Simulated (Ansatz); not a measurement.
The calculation's input:

```
crystal:
  lattice:
    - [11.7941653613, 0.0, 0.0]
    - [0.0, 4.207005408, 0.0]
    - [0.0, 0.0, 4.5671013721]
  atoms:
    - { symbol: Sn, position: [0.071196791, 0.25, 0.1364553235] }
    - { symbol: Sn, position: [0.8785230152, 0.75, 0.8835354586] }
    - { symbol: Sn, position: [0.3785230152, 0.75, 0.6164645414] }
    - { symbol: Sn, position: [0.6214769848, 0.25, 0.3835354586] }
    - { symbol: Se, position: [0.8548816258, 0.25, 0.4763342523] }
    - { symbol: Se, position: [0.1451183742, 0.75, 0.5236657477] }
    - { symbol: Se, position: [0.6451183742, 0.75, 0.9763342523] }
    - { symbol: Se, position: [0.3548816258, 0.25, 0.0236657477] }
basis:
  ecutwfc: 420
kpoints:
  mp_grid: { grid: [4, 6, 6] }
hamiltonian:
  xc: pbe
scf:
  occupations: { method: gaussian, width: 0.05 }
output:
  forces: true
  stress: true
  eigenvalues: true
  write_density: true
  write_potential: true
  elf: true
  volumetric_format: npy
```

Launched as:

```sh
ansatz run input.yaml --threads 2 --pin off --max-ram 5120MiB --backend cpu --events-out ev --progress --plain --runs-dir out
```

Below, planes, directions and counts refer to the conventional cell (a = 4.57 Å, b = 4.21 Å, c = 11.79 Å, α = 90.00°, β = 90.00°, γ = 90.00°).

Space group Pm; changed on purpose from its base cell (atom 1 (Sn) moved -0.600 A towards its neighbour atom 8 (Se) at 2.785 A); not relaxed (largest force 1.3 eV/Å).

Computed with Ansatz 0.2.0, DFT PBE, scalar-relativistic, plane waves, PAW.

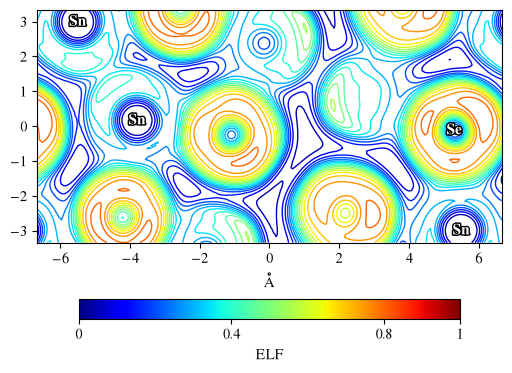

SnSe. Electron localisation function on the (111) plane of the conventional cell.

In a PAW calculation such maps are meaningful between the atoms, not at the nuclei.

**Read the bonding off the picture.**

The plane passes through Sn and Se nuclei.
Atoms just off the plane (Sn, 0.6 Å away and Se, 0.3 Å away) can leave unmarked features too.
Sn–Se (2.88 Å): the ELF is about 0.55 at the midpoint and 0.30 at its lowest between the atoms.
The ELF also peaks beside Se, away from the bonds: lone-pair regions.
